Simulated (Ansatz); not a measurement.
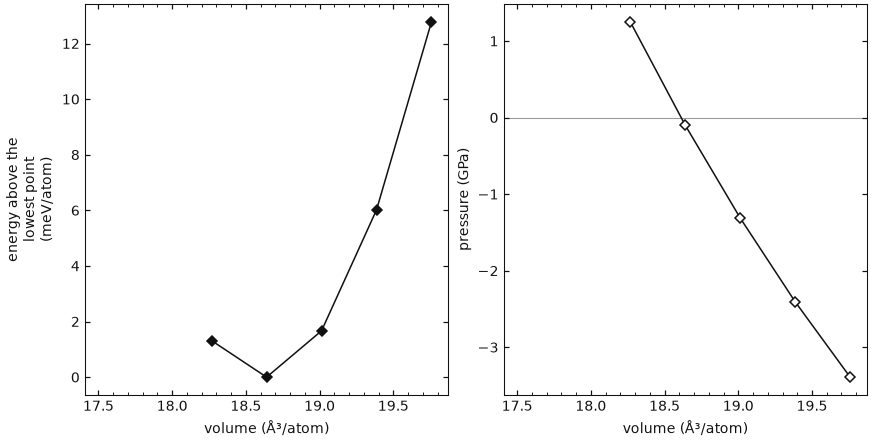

The picture above shows the energy above the lowest point and pressure against volume for V, space group Fd-3m (No. 227) (one of a set of cubic test structures, which need not be the stable phase).

Method: equation of state of a cubic crystal from periodic Kohn-Sham density functional theory without spin, third-order Birch-Murnaghan fit to the free energies; pressure corrected for the finite basis (Ansatz 0.2.0 development build). Level: PBE.

structure type diamond; atoms in cell 2; space group number 227; lattice centring face-centred primitive; k mesh 35×35×35; occupation method Fermi–Dirac; occupation width 0.06123 eV; wave cutoff 420 eV; datasets soft-1 PAW; density tolerance 1e−07 eV; bands 17; density cutoff ratio 4; search for lower states default.

The points at volume 17.52 Å³/atom and 17.89 Å³/atom are left out of the plot. What values does the calculation give there?

```csv
volume (Å³/atom),energy above the lowest point (meV/atom),pressure (GPa)
17.52,14.2,4.395
17.89,5.9,2.743
```

Note: cubic model structure, not the ambient form; no spin polarisation, a magnetic state may lie lower.
